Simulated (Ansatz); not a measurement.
## Run report: Si$_{3}$N$_{4}$, field-gradient calculation (part 1 of 2)

The run: field-gradient calculation of Si$_{3}$N$_{4}$ (I-43d, 14 atoms in the cell). Method and program: DFT, PBE, plane waves, PAW, no spin polarisation (Ansatz 0.2.0).

The structure derives from an entry of the Crystallography Open Database. Figures and captions count atoms from 1; the log counts them from 0 in places.

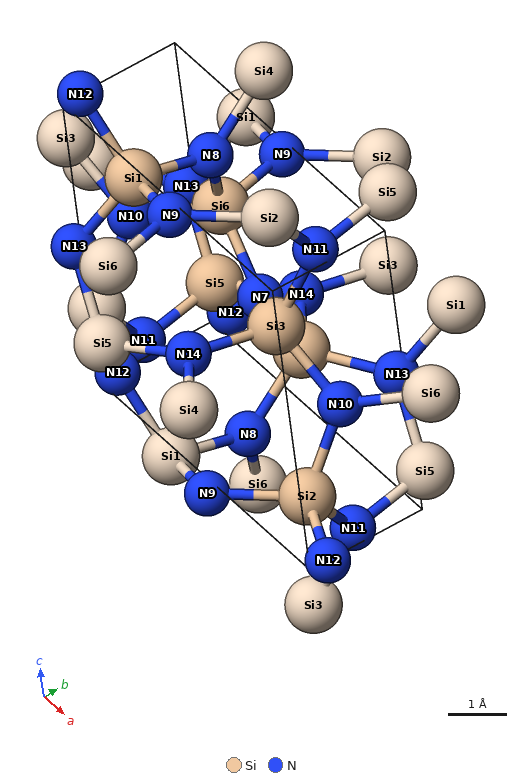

*The structure (ball-and-stick view of the cell of the calculation, seen slightly off an axis; neighbours outside the cell are drawn fainter; atoms are numbered from 1 in the order of the input).*

Near neighbours in the crystal (not all of them lie inside the picture): Si has 4 N at 1.75 Å; N has 3 Si at 1.75 Å.

The input
```yaml
crystal:
  lattice:
    - [-3.23735, 3.23735, 3.23735]
    - [3.23735, -3.23735, 3.23735]
    - [3.23735, 3.23735, -3.23735]
  atoms:
    - { symbol: Si, position: [0.25, 0.125, 0.875] }
    - { symbol: Si, position: [0.875, 0.25, 0.125] }
    - { symbol: Si, position: [0.75, 0.375, 0.625] }
    - { symbol: Si, position: [0.625, 0.75, 0.375] }
    - { symbol: Si, position: [0.125, 0.875, 0.25] }
    - { symbol: Si, position: [0.375, 0.625, 0.75] }
    - { symbol: "N", position: [0.5628, 0.5628, 0.5628] }
    - { symbol: "N", position: [0.4372, 0.5, 0.0] }
    - { symbol: "N", position: [0.5, 0.0, 0.9372] }
    - { symbol: "N", position: [0.0, 0.4372, 0.5] }
    - { symbol: "N", position: [0.9372, 0.5, 0.0] }
    - { symbol: "N", position: [0.0628, 0.0628, 0.0628] }
    - { symbol: "N", position: [0.0, 0.9372, 0.5] }
    - { symbol: "N", position: [0.5, 0.0, 0.4372] }
kpoints:
  mp_grid: { grid: [6, 6, 6] }
scf:
  occupations: { method: fermi_dirac, width: 0.02 }
hamiltonian:
  xc: pbe
  pseudopotentials: { kind: paw }
output:
  forces: true
  stress: true
  populations: true
  efg:
    quadrupole_moments_barn: { "N": 0.02044 }
    contact_densities: true
  write_density: true
  write_potential: true
  elf: true
  volumetric_format: npy
basis:
  ecutwfc: "500 eV"
```

Hardware: 1 thread of Arm Neoverse V1, 24 GiB of memory available, shared host.

Launch command:
```bash
ansatz run input.yaml --threads 1 --pin off --max-ram 2560MiB --backend cpu --events-out ev --progress --plain --runs-dir out
```

The program's output
```
Engine: ansatz 0.2.0, aarch64-unknown-linux-gnu
Pseudopotentials: kind: paw
Pseudopotential: Si, paw, valence charge 4, recommended cutoff 420 eV (normal), Si.paw.azcp
Pseudopotential: N, paw, valence charge 5, recommended cutoff 420 eV (normal), N.paw.azcp
Functional definition: PBE
  parameter kappa = 0.804
  parameter beta = 0.06672455060314922
  exchange = pbe_x(kappa = kappa, mu = beta*pi^2/3)
  correlation = pbe_c(beta = beta)
Crystal: 14 atoms, lattice volume = 135.715 Å³
Basis set: ecut = 500 eV, 3463 PW (Γ), exchange–correlation on 90×90×90 points (8 copies of the dense FFT grid, shifted against one another)
Bands: 46, of which v1, the nominal top of the filled ones, is band 32 counted from 1 (31 counted from 0)
Symmetry: 24 space group operations
Space group: I-43d (ITA 220), of the structure as read, at distance tolerance 5.1e-5 Å
k-points: 16 of 216 (time reversal used)
Non-local potential: Si, projectors of the file, l = 0: 2, l = 1: 2, l = 2: 2
Non-local potential: N, projectors of the file, l = 0: 2, l = 1: 2, l = 2: 1
PAW form: soft (Blöchl's): semilocal exchange-correlation on the pseudo side does not see the compensation charge
PAW one-centre angular grid: Si, 110 points (default); XC on 64 Gauss nodes
PAW one-centre angular grid: N, 110 points (default); XC on 64 Gauss nodes
Initial density: superposition of atomic densities (neutral atoms: chi_scale 0, normalization atom), corrected by the library's trained network
Initial wavefunctions: pseudopotential atomic-orbital guess
Functional: x = pbe(κ = 0.804, μ = 0.2195149727645171), c = pbe(β = 0.06672455060314922)
SCF iter   1: F=—  HF=-6900.443264 eV  |F-HF|=—  |Δ(HF+E_count)|=         —  Δρ=2.49e-3  dr2=3.71e-3  ethr=1.77e-3  ⟨swp⟩=6.5  Hψ=3469  notcnv=0  defer=32
preconditioner: auto → Resta (q_TF=auto, 2.407 Å⁻¹)  ε∞=4.3  [insulator: Δε(μ)=4.055 eV  Ē_g=14.097 eV  σ=0.020 eV  W_gap=1.00  n_scr=42 (ndim 8)  ℏωp=25.5 eV  f_vac=0.000  D(μ)=0.00/eV (n_scr^D=0)  ε∞_Penn≈4.3]
SCF iter   2: F=—  HF=-6900.445438 eV  |F-HF|=—  |Δ(HF+E_count)|=   2.17e-3  Δρ=1.40e-3  dr2=9.71e-4  ethr=5.80e-6  ⟨swp⟩=2.0  Hψ=1320  notcnv=0  defer=107
SCF iter   3: F=—  HF=-6900.445913 eV  |F-HF|=—  |Δ(HF+E_count)|=   4.75e-4  Δρ=1.96e-4  dr2=2.97e-5  ethr=1.52e-6  ⟨swp⟩=2.6  Hψ=1173  notcnv=0  defer=107
SCF iter   4: F=—  HF=-6900.446010 eV  |F-HF|=—  |Δ(HF+E_count)|=   9.68e-5  Δρ=6.16e-5  dr2=1.93e-6  ethr=4.64e-8  ⟨swp⟩=2.0  Hψ=1111  notcnv=0  defer=107
SCF iter   5: F=—  HF=-6900.446011 eV  |F-HF|=—  |Δ(HF+E_count)|=   8.75e-7  Δρ=1.92e-5  dr2=3.43e-7  ethr=3.02e-9  ⟨swp⟩=2.0  Hψ=1135  notcnv=0  defer=107
SCF iter   6: F=-6900.446011 eV  HF=-6900.446011 eV  |F-HF|=2.85e-9  |Δ(HF+E_count)|=   6.12e-8  Δρ=3.16e-6  dr2=6.25e-9  ethr=1.56e-10  ⟨swp⟩=15.6  Hψ=5192  notcnv=0
SCF 1 converged in 6 iterations: F = -6900.446011 eV  dr2 = 6.25e-9
  greatest PAW one-centre occupation: 0.788 electrons in one spin orbital (limit 2), on the N atom at site 10 (counted from 0), in its partial waves of l = 0
```

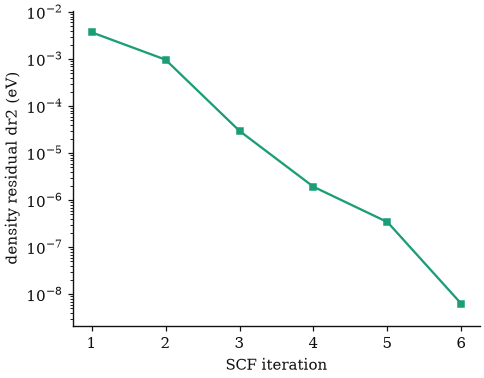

*Convergence of the self-consistent field: density residual dr2 against the SCF iteration.*

The residual falls at every step.

```
SCF converged after 6 iterations
Free energy (F): -6900.446011 eV
Harris-Foulkes:  -6900.446011 eV  (|F-HF|=2.85e-9)
Internal energy: -6900.446011 eV  (E = F + TS)
E sigma→0 (E₀):  -6900.446011 eV
Fermi energy:    11.389821 eV
--- Per-component energies (eV) ---
  E_band       = 139.078563
  E_kinetic    = 1348.332587
  E_local      = -1753.270547  (includes V_loc(G=0)·N_el)
  E_nonlocal   = 509.092755
  E_hartree    = 559.911637
  E_xc         = -826.239582
  E_vxc        = -911.340300  (∫ρ·V_xc dr)
  E_paw        = -4099.970470  (= ΣΔE_a)
  E_vpaw       = -173.560126  (= ΣTr[D̂ρ^β])
  E_aug_tail   = 0.000179  (compensation charges beyond the density's cutoff)
  E_ewald      = -2638.302572
  E_smearing   = -0.000000  (= −TS)
  E_closure    = 0.000000  (closes the sum)
  Σ components = -6900.446011   (vs F -6900.446011, Δ=0.00e0)
--- Forces (eV/Å), atoms counted from 1 ---
  atom   1  Si    -0.00000000     0.00000000    -0.00000000
  atom   2  Si     0.00000000    -0.00000000    -0.00000000
  atom   3  Si    -0.00000000    -0.00000000    -0.00000000
  atom   4  Si    -0.00000000     0.00000000     0.00000000
  atom   5  Si     0.00000000    -0.00000000    -0.00000000
  atom   6  Si    -0.00000000     0.00000000     0.00000000
  atom   7  N     -0.01213030    -0.01213030    -0.01213030
  atom   8  N     -0.01213030     0.01213030     0.01213030
  atom   9  N      0.01213030     0.01213030    -0.01213030
  atom  10  N      0.01213030    -0.01213030     0.01213030
  atom  11  N     -0.01213030     0.01213030     0.01213030
  atom  12  N     -0.01213030    -0.01213030    -0.01213030
  atom  13  N      0.01213030    -0.01213030     0.01213030
  atom  14  N      0.01213030     0.01213030    -0.01213030
  max |Σ_I F_I| component: 1.06e-16 eV/Å
--- Stress (GPa, compression-positive) ---
        1.970886      -0.000000       0.000000
        0.000000       1.970886       0.000000
        0.000000       0.000000       1.970886
  P = ⅓ Tr σ = 1.9709 GPa (19.709 kbar)
--- PAW observables at the nuclei: V_zz in 10²¹ V/m², potentials from the cell's mean, atoms counted from 1 ---
  atom   1  Si V_zz =    -0.103464   η = 0.0000   by run symmetry: allowed
            electrostatic potential = -1360.897502 V   contact ρ = 12804.352224 e/Å³
  atom   2  Si V_zz =    -0.103464   η = 0.0000   by run symmetry: allowed
            electrostatic potential = -1360.897502 V   contact ρ = 12804.352224 e/Å³
  atom   3  Si V_zz =    -0.103464   η = 0.0000   by run symmetry: allowed
            electrostatic potential = -1360.897502 V   contact ρ = 12804.352224 e/Å³
  atom   4  Si V_zz =    -0.103464   η = 0.0000   by run symmetry: allowed
            electrostatic potential = -1360.897502 V   contact ρ = 12804.352224 e/Å³
  atom   5  Si V_zz =    -0.103464   η = 0.0000   by run symmetry: allowed
            electrostatic potential = -1360.897502 V   contact ρ = 12804.352224 e/Å³
  atom   6  Si V_zz =    -0.103464   η = 0.0000   by run symmetry: allowed
            electrostatic potential = -1360.897502 V   contact ρ = 12804.352224 e/Å³
  atom   7  N  V_zz =    -5.783833   η = 0.0000   by run symmetry: allowed   C_q = -2.8586 MHz
            electrostatic potential = -517.287881 V   contact ρ = 1411.835247 e/Å³
  atom   8  N  V_zz =    -5.783833   η = 0.0000   by run symmetry: allowed   C_q = -2.8586 MHz
            electrostatic potential = -517.287881 V   contact ρ = 1411.835247 e/Å³
  atom   9  N  V_zz =    -5.783833   η = 0.0000   by run symmetry: allowed   C_q = -2.8586 MHz
            electrostatic potential = -517.287881 V   contact ρ = 1411.835247 e/Å³
  atom  10  N  V_zz =    -5.783833   η = 0.0000   by run symmetry: allowed   C_q = -2.8586 MHz
            electrostatic potential = -517.287881 V   contact ρ = 1411.835247 e/Å³
  atom  11  N  V_zz =    -5.783833   η = 0.0000   by run symmetry: allowed   C_q = -2.8586 MHz
            electrostatic potential = -517.287881 V   contact ρ = 1411.835247 e/Å³
  atom  12  N  V_zz =    -5.783833   η = 0.0000   by run symmetry: allowed   C_q = -2.8586 MHz
            electrostatic potential = -517.287881 V   contact ρ = 1411.835247 e/Å³
  atom  13  N  V_zz =    -5.783833   η = 0.0000   by run symmetry: allowed   C_q = -2.8586 MHz
            electrostatic potential = -517.287881 V   contact ρ = 1411.835247 e/Å³
  atom  14  N  V_zz =    -5.783833   η = 0.0000   by run symmetry: allowed   C_q = -2.8586 MHz
            electrostatic potential = -517.287881 V   contact ρ = 1411.835247 e/Å³
--- Band table (eV; the first three rows and the last of 16) ---
  k-point 0: bands = ["-8.8451", "-5.9707", "-5.9707", "-5.9707", "-5.4557", "-5.4557", "-5.4557", "-4.7964", "-0.4447", "-0.4447", "0.6652", "0.6652", "0.6652", "3.6973", "3.6973", "3.6973", "4.0989", "5.2919", "5.2919", "5.3481", "5.3481", "5.3481", "6.4389", "6.4389", "6.4389", "7.4072", "7.4072", "7.4072", "9.1735", "9.1735", "9.1735", "9.2700", "13.9741", "13.9741", "14.0022", "14.0039", "14.0039", "14.0039", "15.2336", "15.2336", "15.2336", "17.0919", "17.0919", "17.0919", "17.9273", "17.9273"]
  k-point 1: bands = ["-8.7091", "-6.2220", "-6.0535", "-6.0367", "-5.5258", "-5.4635", "-5.3929", "-4.7907", "-0.2341", "-0.1600", "0.8017", "0.8648", "0.9527", "3.3118", "3.5494", "3.7747", "4.4752", "4.9483", "5.0215", "5.2045", "5.3077", "5.5051", "6.0387", "6.2994", "6.3837", "7.3338", "7.4085", "7.4488", "8.8102", "9.0079", "9.2070", "9.2243", "13.4803", "13.6531", "14.2166", "14.4601", "14.5007", "14.7717", "15.6133", "15.7311", "15.7577", "17.1267", "17.2247", "17.2508", "18.1079", "18.2663"]
  k-point 2: bands = ["-8.3110", "-6.9198", "-6.1717", "-6.1549", "-5.5517", "-5.4974", "-5.2249", "-4.8499", "0.2931", "0.3166", "1.1180", "1.2207", "1.8480", "2.8434", "3.5794", "3.7561", "4.0720", "4.4783", "4.7735", "4.8305", "5.0497", "5.5740", "5.6885", "6.1064", "6.3104", "7.1674", "7.1998", "7.6733", "8.0059", "8.5348", "9.2796", "9.2841", "13.8121", "13.8948", "14.7376", "15.2006", "15.2310", "15.4234", "16.1071", "16.4053", "16.6916", "17.0566", "17.5761", "17.6503", "18.0366", "18.5105"]
  k-point 15: bands = ["-6.6560", "-6.6560", "-6.6560", "-6.6560", "-6.6560", "-6.6560", "-4.9202", "-4.9202", "2.1775", "2.1775", "2.1775", "2.1775", "2.1775", "2.1775", "3.8500", "3.8500", "3.8500", "3.8500", "3.8500", "3.8500", "4.9741", "4.9741", "4.9741", "4.9741", "7.4289", "7.4289", "7.4289", "7.4289", "7.4289", "7.4289", "8.1364", "8.1364", "14.7482", "14.7482", "14.7482", "14.7482", "14.7482", "14.7482", "17.8744", "17.8744", "17.8744", "17.8744", "17.8744", "17.8744", "18.7927", "18.7927"]
--- Löwdin populations: 14 sites ---
  site symbol       q [e]
     0     Si      2.5895
     1     Si      2.5895
     2     Si      2.5895
     3     Si      2.5895
     4     Si      2.5895
     5     Si      2.5895
     6      N      5.9479
     7      N      5.9479
     8      N      5.9479
     9      N      5.9479
    10      N      5.9479
    11      N      5.9479
    12      N      5.9479
    13      N      5.9479
  spilling = 0.013751 (of n_electrons = 64.000000)
```
